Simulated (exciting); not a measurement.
## A series of single points on Gd

System: Gd (Fm-3m, 1 atom in the cell).
Method: Kohn-Sham DFT of a periodic cell, PBEsol, all-electron LAPW+lo, shipped species files, spin-polarised (exciting sodium).

The 7 runs differ only in the geometry, by an even scaling of the cell at fixed fractional positions. The structure derives from a Materials Project entry.

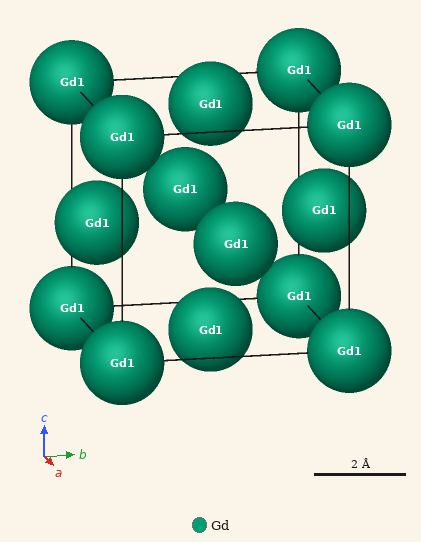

Figure 1. The structure of run 4 (spheres-only view of the cell 4 times as large as that of the calculation, set on its symmetry axes, seen slightly off an axis; atoms are numbered from 1 in the order of the input).

## Input of run 4
```
<input>
  <title>Gd</title>
  <structure speciespath="./" tshift="false">
    <crystal scale="1">
      <basevect>0.000000000000 4.886489879425 4.886489879425</basevect>
      <basevect>4.886489879425 0.000000000000 4.886489879425</basevect>
      <basevect>4.886489879425 4.886489879425 0.000000000000</basevect>
    </crystal>
    <species speciesfile="Gd.xml" rmt="2.3">
      <atom coord="0.000000000000 0.000000000000 0.000000000000" bfcmt="0 0 -8"/>
    </species>
  </structure>
  <groundstate do="fromscratch" ngridk="9 9 9" rgkmax="9.5" gmaxvr="14" lmaxapw="10" lmaxmat="10" lmaxvr="8" xctype="GGA_PBE_SOL" stype="Fermi Dirac" swidth="0.00183747" nempty="22" ValenceRelativity="iora*" epsengy="1e-05" epspot="1e-05" maxscl="90" tforce="true" outputlevel="normal">
    <spin reducebf="0.5"/>
  </groundstate>
</input>
```

Command:
```bash
OMP_NUM_THREADS=1 exciting_smp
```

Run 3 has the same physical settings and fractional positions; its lattice vectors (Å) are:
```
   0.000000    2.568464    2.568464
   2.568464    0.000000    2.568464
   2.568464    2.568464    0.000000
```

## Results, with one run withheld

| run | volume per atom (Å³) | free energy per atom, from the lowest run given (meV) |
| --- | --- | --- |
| 1 | 32.505 | 0.00 |
| 2 | 33.197 | 9.84 |
| 3 | 33.888 | ? |
| 4 | 34.580 | 37.78 |
| 5 | 35.272 | 54.09 |
| 6 | 35.963 | 72.56 |
| 7 | 36.655 | 91.88 |

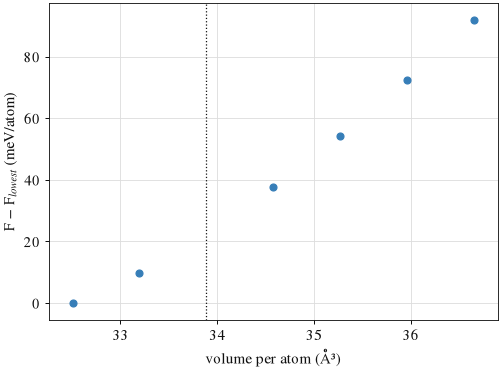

Figure 2. Free energy per atom of the runs given; the dotted line marks run 3.

Estimate the energy of run 3 from the others.

A cubic polynomial in V^(−2/3) (the Birch–Murnaghan form), fitted to the 6 runs given, misses them by at most 0.22 meV per atom. With x = V^(−2/3) − 0.09410 Å⁻², it reads F = 39.014 − 12825 x + 7.3748e+05 x² + 1.4849e+07 x³ (meV per atom). At run 3 it gives 22.63 meV per atom, and the run itself gives 23.10. The fit has no minimum inside this range.

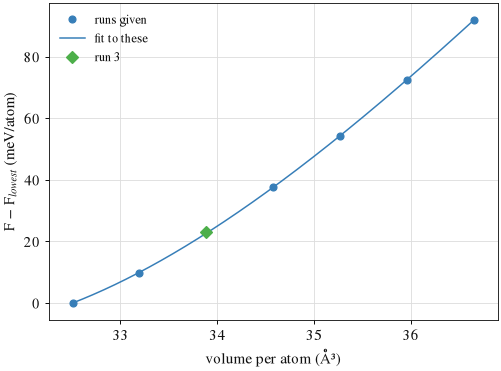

Figure 3. The fit and the withheld run.

## Some lines of the output (run 3)
```
[...]
 Total energy                               :    -11276.71441700
 DOS at Fermi energy (states/Ha/cell)       :        87.14503577
 Absolute change in total energy   (target) :  0.282216E-04  ( 0.100000E-04)
 Total energy                               :    -11276.71440122
 DOS at Fermi energy (states/Ha/cell)       :        87.14494239
 Absolute change in total energy   (target) :  0.157793E-04  ( 0.100000E-04)
 Total energy                               :    -11276.71441025
 DOS at Fermi energy (states/Ha/cell)       :        87.14501970
 Absolute change in total energy   (target) :  0.903618E-05  ( 0.100000E-04)
 Total energy                               :    -11276.71440697
 DOS at Fermi energy (states/Ha/cell)       :        87.14501871
 Absolute change in total energy   (target) :  0.328417E-05  ( 0.100000E-04)
 Total energy                               :    -11276.71439777
 DOS at Fermi energy (states/Ha/cell)       :        87.14498235
```

Notes: Points of doubt noted for this run: forces with spin.
